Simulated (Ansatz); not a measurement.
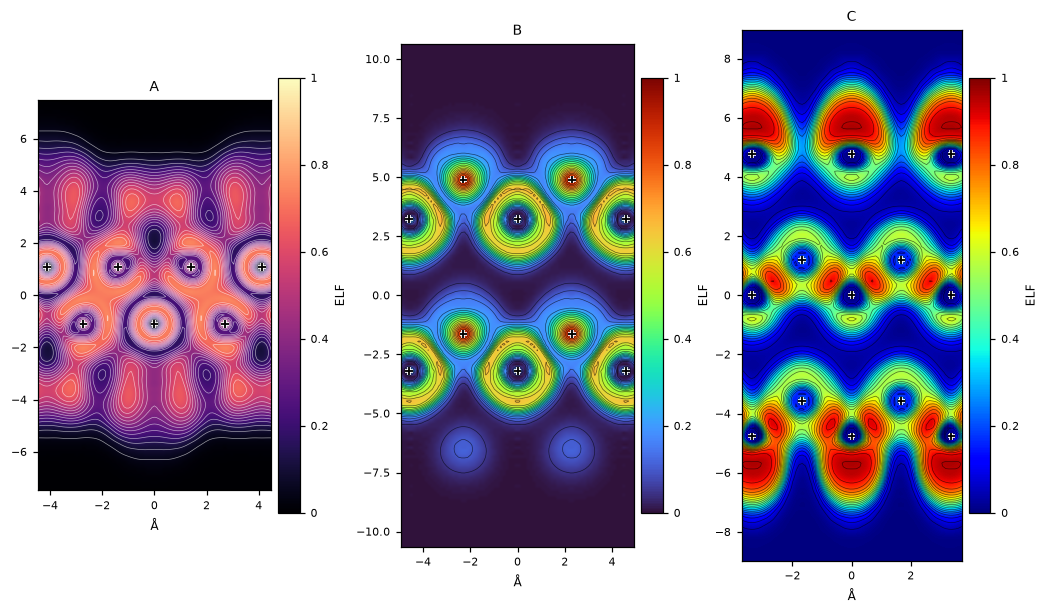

The ELF of 3 systems, each on a plane through atoms (crosses mark nuclei in the plane).

Theory: DFT PBEsol, scalar-relativistic, plane waves, PAW (Ansatz 0.2.0).

System 1: Cd4Te5 (slab), the (010) plane of the calculation cell, a cut from vacuum to vacuum. 

```yaml
crystal:
  lattice:
    - [4.58866, 0.00000, 0.00000]
    - [0.00000, 4.58866, 0.00000]
    - [0.00000, 0.00000, 27.97869]
  atoms:
    - { symbol: Te, position: [0.00000, 0.50000, 0.26977] }
    - { symbol: Cd, position: [0.50000, 0.50000, 0.32492] }
    - { symbol: Te, position: [0.50000, 0.00000, 0.38505] }
    - { symbol: Cd, position: [0.00000, 0.00000, 0.44170] }
    - { symbol: Te, position: [0.00000, 0.50000, 0.50000] }
    - { symbol: Cd, position: [0.50000, 0.50000, 0.55830] }
    - { symbol: Te, position: [0.50000, 0.00000, 0.61495] }
    - { symbol: Cd, position: [0.00000, 0.00000, 0.67508] }
    - { symbol: Te, position: [0.00000, 0.50000, 0.73023] }
```

System 2: TaSi2 (slab), the (110) plane of the calculation cell, a cut from vacuum to vacuum. Not relaxed (largest force 1.2 eV/Å).

```xyz
12
Lattice="4.7609 0.0000 0.0000 -2.3804 4.1230 0.0000 0.0000 0.0000 21.5558" Properties=species:S:1:pos:R:3 pbc="T T T"
Ta    1.1902    2.0615    7.4999
Si   -1.2430    3.4664    7.4999
Si    3.6235    0.6567    7.4999
Ta   -1.1902    2.0615    9.6852
Si    1.2430    3.4664    9.6852
Si    1.1374    0.6567    9.6852
Ta    2.3804    0.0000   11.8706
Si    2.3804    2.8097   11.8706
Si    0.0000    1.3133   11.8706
Ta    1.1902    2.0615   14.0559
Si   -1.2430    3.4664   14.0559
Si    3.6235    0.6567   14.0559
```

System 3: B5As4 (slab), the (100) plane of the calculation cell, a cut from vacuum to vacuum. Not relaxed (largest force 1.5 eV/Å); spin-polarised.

```
CELL_PARAMETERS angstrom
3.37140 0.00000 0.00000
0.00000 3.37140 0.00000
0.00000 0.00000 24.53575
ATOMIC_POSITIONS crystal
B 0.50000 0.50000 0.30568
As 0.50000 0.00000 0.35426
B 0.00000 0.00000 0.40284
As 0.00000 0.50000 0.45142
B 0.50000 0.50000 0.50000
As 0.50000 0.00000 0.54858
B 0.00000 0.00000 0.59716
As 0.00000 0.50000 0.64574
B 0.50000 0.50000 0.69432
```

Which map belongs to which system?

Panel A is system 2, TaSi2: the plane holds Ta and Si. Si–Si (2.55 Å): the ELF peaks at about 0.75 between the atoms. Panel B is system 1, Cd4Te5: the plane holds Te and Cd. Cd–Te (2.79 Å): the ELF is about 0.50 at the midpoint. Panel C is system 3, B5As4: the plane holds B and As. B–As (2.06 Å): the ELF peaks at about 0.90 between the atoms.
